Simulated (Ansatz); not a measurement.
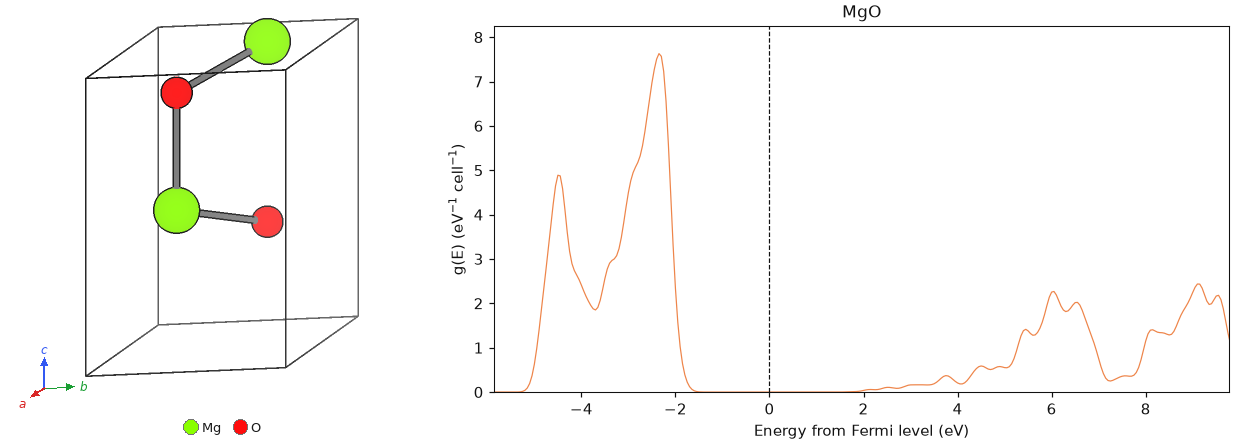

Density of states, beside the structure. Energies are counted from the Fermi level. The curve is built from the levels of the k mesh with Gaussians 0.3 eV wide, which also blur the band edges.

The Ansatz input:

```
crystal:
  lattice:
    - [3.2882172281, 0.0, 0.0]
    - [-1.644108614, 2.8476796527, 0.0]
    - [0.0, 0.0, 5.0343662748]
  atoms:
    - { symbol: Mg, position: [0.3333333333, 0.6666666667, -0.0098385227] }
    - { symbol: Mg, position: [0.6666666667, 0.3333333333, 0.4901614773] }
    - { symbol: O, position: [0.3333333333, 0.6666666667, 0.3848385227] }
    - { symbol: O, position: [0.6666666667, 0.3333333333, 0.8848385227] }
kpoints:
  mp_grid: { grid: [12, 12, 6] }
  band_path:
    path:
      - [0.0, 0.0, 0.0]
      - [0.5, 0.0, 0.0]
      - [0.3333333333, 0.3333333333, 0.0]
      - [0.0, 0.0, 0.5]
      - [0.5, 0.0, 0.5]
      - [0.3333333333, 0.3333333333, 0.5]
    npoints: 1
hamiltonian:
  xc: pbe
scf:
  occupations: { method: fermi_dirac, width: 0.02 }
  n_extra_bands: 5
output:
  forces: true
  stress: true
  eigenvalues: true
  write_density: true
  write_potential: true
  elf: true
  volumetric_format: npy
```

Launched with:
```bash
ansatz run input.yaml --threads 2 --pin off --max-ram 29491MiB --backend cpu --events-out ev --progress --plain --runs-dir out
```

### Metal or insulator, going by the density of states?

There is a gap; over the k points computed it is 3.56 eV (direct among those points).

### How wide is the upper valence band?

The upper group of valence states starts about 3.2 eV under the valence-band top (which lies at −1.8 eV on this axis), with a gap beneath it; it holds about 12 electrons a cell.

### Where is the tallest peak of the filled states in the window?

Within the window shown, the tallest peak of the filled states lies 0.6 eV under the valence-band top, at about 7.6 states per eV and cell.
